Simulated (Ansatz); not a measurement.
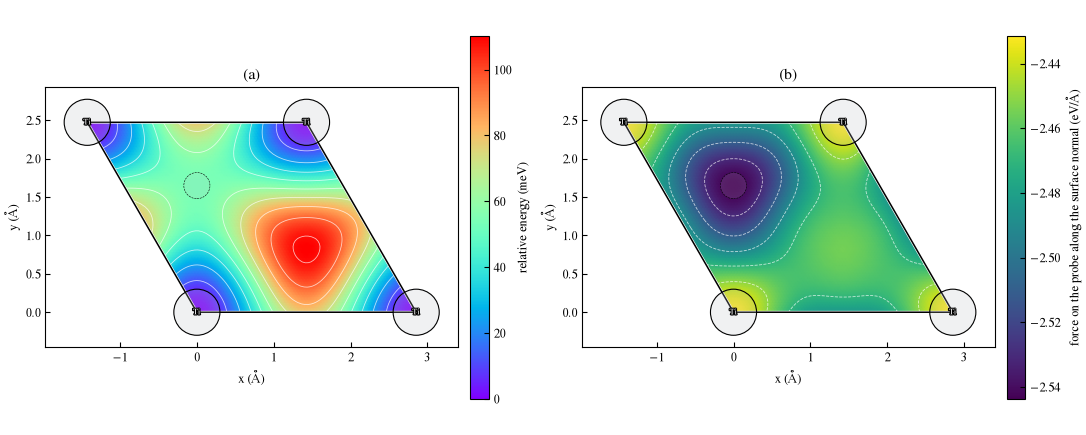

Si on a Ti(111) slab cut from the Fm-3m phase, its upper half relaxed before the scan (12 atoms of substrate and one adsorbate in a 2 × 2 cell). Si is moved over the surface cell at a fixed height above a rigid substrate; the origin of the map has the adsorbate above Ti9; the height is held at 2.80 Å. Places are given modulo a cell vector. The map is drawn in real space over the plane of the surface. Grid: 6 × 6 points; 10 points were computed and 26 follow by symmetry. Places are given in fractions of the 1 × 1 surface cell. Energies: meV, counted from the lowest grid point. The runs have no spin polarisation, so an open-shell adsorbate far from the surface lies too high. At a fixed height the lowest place need not be the adsorption site. Method: DFT PBE+D3(BJ), scalar-relativistic, plane waves, PAW in Ansatz 0.2.0. Settings: cutoff 420 eV, k-mesh 6×6×1, gaussian smearing 0.1 eV, no spin polarisation.

Panel (a) is the energy and panel (b) the computed force on the probe along the surface normal on the same grid.

The picture shows a smooth colour map with a few white contour lines, labelled circles for the atoms of the top layer and small ones for the second layer, the outline of one cell of the plane. Between grid points the surface is interpolated.

Question: How does the force on the probe along the surface normal vary over the map, and what is it at the lowest grid point?

Answer: It runs from −2.54 eV/Å at a threefold hollow over a second-layer Ti atom, (2/6, 4/6) of the cell vectors to −2.43 eV/Å at the top site over a surface Ti atom, (0/6, 0/6) of the cell vectors. At the lowest grid point, the top site over a surface Ti atom, (0/6, 0/6) of the cell vectors, it is −2.43 eV/Å.

```csv
"second ↓, first →",0/6,1/6,2/6,3/6,4/6,5/6
5/6,−2.45,−2.49,−2.52,−2.52,−2.49,−2.45
4/6,−2.48,−2.52,−2.54,−2.52,−2.48,−2.46
3/6,−2.48,−2.52,−2.52,−2.48,−2.46,−2.46
2/6,−2.48,−2.49,−2.48,−2.46,−2.46,−2.46
1/6,−2.45,−2.45,−2.46,−2.46,−2.46,−2.46
0/6,−2.43,−2.45,−2.48,−2.48,−2.48,−2.45
```

PAW datasets: the set soft_1.
